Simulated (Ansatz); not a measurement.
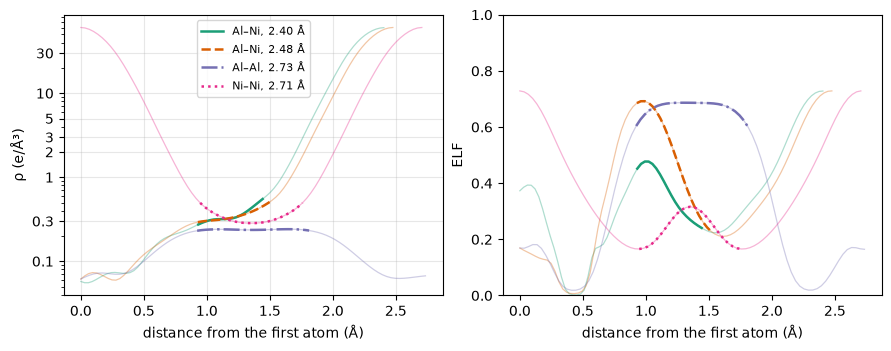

Figure 1: Al₃Ni₂ (slab). Valence electron density and electron localisation function along straight lines between neighbouring atoms. Thin, pale parts lie inside the atomic spheres.

Computed without spin polarisation.

These are results of Ansatz, DFT PBEsol, scalar-relativistic, plane waves, PAW, not measurements.

In a PAW calculation such maps are meaningful between the atoms, not at the nuclei.

### What can be read from the curves?

Al–Ni (2.40 Å): ρ at the midpoint is about 0.32 e/Å³; the ELF is about 0.35 at the midpoint.
Al–Ni (2.48 Å): ρ at the midpoint is about 0.34 e/Å³; the ELF peaks at about 0.70 between the atoms.
Al–Al (2.73 Å): the density is about 0.24 e/Å³ at the midpoint; the ELF peaks at about 0.70 between the atoms.
Ni–Ni (2.71 Å): the density is about 0.28 e/Å³ at the midpoint; the ELF is about 0.30 at the midpoint.
